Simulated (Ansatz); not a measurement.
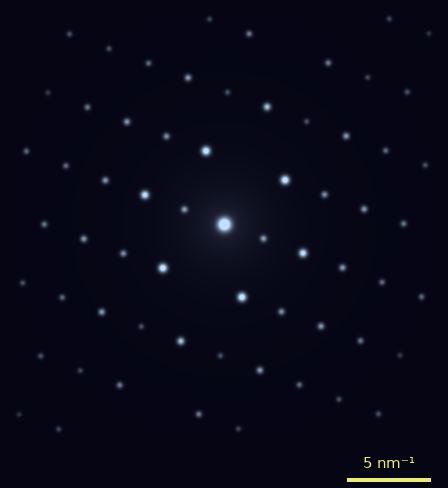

Kinematic zone-axis pattern, calculated for 80 keV electrons with B = 1 Å².

It belongs to Ru, space group Cmcm (No. 63), a = 2.675 Å, b = 7.879 Å, c = 2.659 Å. Structure: the end point of a relaxation with DFT, LDA (PW92), plane waves (420 eV) with PAW, scalar-relativistic (Ansatz 0.2.0); the starting structure was generated, so it need not be a known form of this composition.

**Determine the zone axis from the geometry of the pattern.**

The spots form a rectangular net whose two shortest vectors correspond to d = 3.94 Å and 2.66 Å, 90.0° apart. They index as 0 2 0 and 0 0 1 (itself extinct), so the zone axis is [100].
